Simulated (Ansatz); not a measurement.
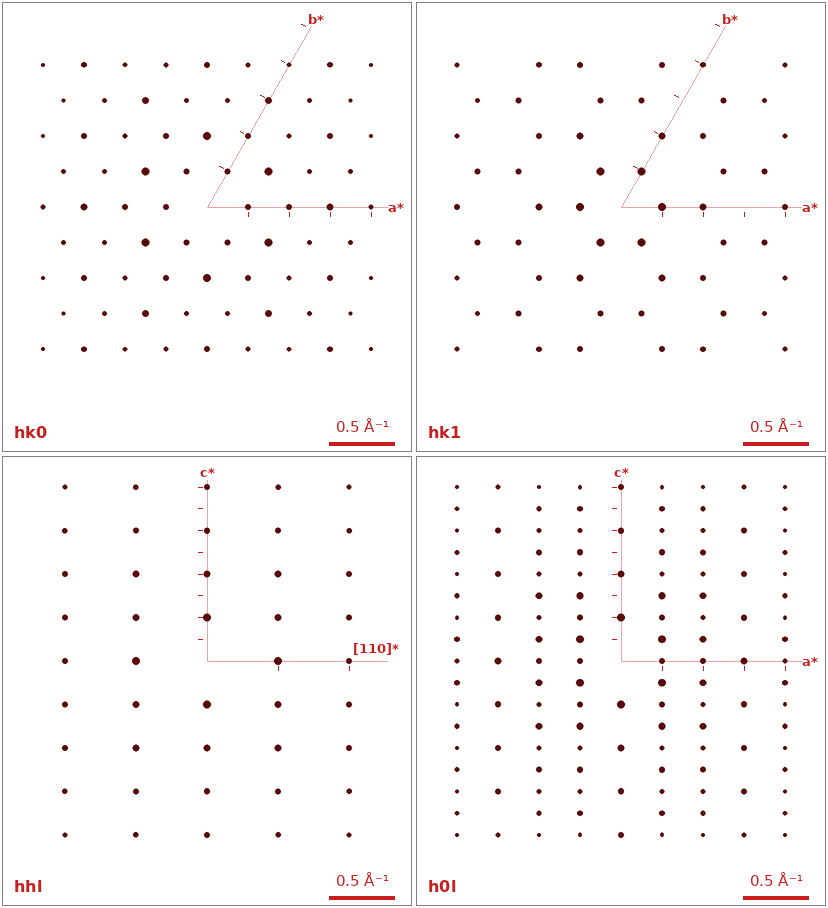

Simulated precession-type sections (X-rays; kinematic intensities, B = 0.5 Å²). The ticks mark integer indices of the conventional cell.

The compound is Pr. Structure: the input geometry of an electronic-structure calculation (not necessarily at equilibrium); the starting structure was generated, so it need not be a known form of this composition.

Q: What cell do the layers give?

A: a* = 0.318, b* = 0.318, c* = 0.168 Å⁻¹, γ* = 60°; the cell is hexagonal with a = 3.64 Å, c = 5.94 Å (hexagonal axes).

Q: Which reflection conditions do the layers show?

A: Reflections are present only under these conditions. hkl: no condition; hk0: no condition; h0l: no condition; hhl: l = 2n; 00l: l = 2n. The lattice is primitive (P). Further gaps, such as 0 3 1, 3 0 1, 3 0 3, come from atoms on special positions, not from the group's general conditions.

Q: Which space groups fit?

A: The intensities have Laue symmetry 6/mmm (the hk0 layer shows 6mm, hk1 shows 6mm). With these conditions the candidates are P6_3mc (No. 186), P-62c (No. 190), P6_3/mmc (No. 194). Diffraction geometry alone does not choose among them; the structure has P6_3/mmc.
